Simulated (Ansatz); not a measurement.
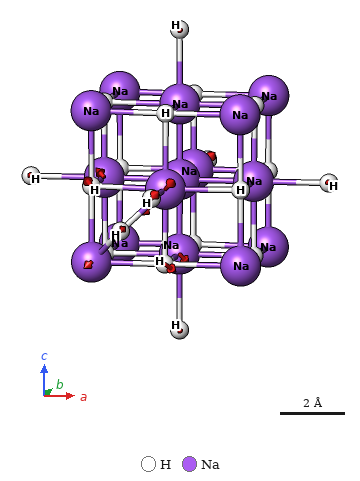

This is a relaxation of a defect cell of composition H₃₂Na₃₃. The starting structure is drawn; red arrows show the displacements, at their true length.

A ball-and-stick model of the atoms within 5.0 Å of the atom that moves most (axes of the cell of the calculation (origin shifted)), seen slightly off an axis.

Computed with Ansatz 0.2.0, DFT, PBEsol, PAW, plane waves. Set-up: plane-wave cutoff 420 eV; k-point mesh 1 × 1 × 1; mesh shifted by (0.25, 0.25, 0.25); collinear spin; atoms relaxed in a fixed cell; force threshold 0.03 eV/Å; at most 80 steps.

Atoms of which element are displaced furthest, and by how much?

Sodium: up to 1.95 Å, against 0.63 Å for hydrogen.

What happened in the run?

A Na atom moves most: 1.95 Å roughly along [−1 −1 −1]. Largest moves by element: Na 1.95 Å, H 0.63 Å. The lattice vectors keep their values. Among the contacts that change: H–Na 4.006 → 2.088 Å, Na–Na 2.413 → 3.987 Å, Na–Na 4.141 → 2.613 Å, Na–Na 2.380 → 3.859 Å. New bonds form: H–Na (3.37 → 2.21 Å), H–Na (3.39 → 2.21 Å), H–Na (3.40 → 2.25 Å). Bonds break: H–Na (2.39 → 3.26 Å), Na–Na (2.38 → 3.86 Å), Na–Na (2.41 → 3.86 Å), Na–Na (2.41 → 3.99 Å). Bond angles that change, for instance: H–Na–Na 179.7° → 126.9°, H–Na–H 55.3° → 75.7°, H–Na–Na 89.5° → 105.8°. The energy falls by 3.618 eV per cell of the calculation in 15 geometry steps. The largest force component goes from 1.7 to 0.014 eV/Å. Cost: 2.7 min on 7 threads of Arm Neoverse-V2, peak memory 2.4 GiB.
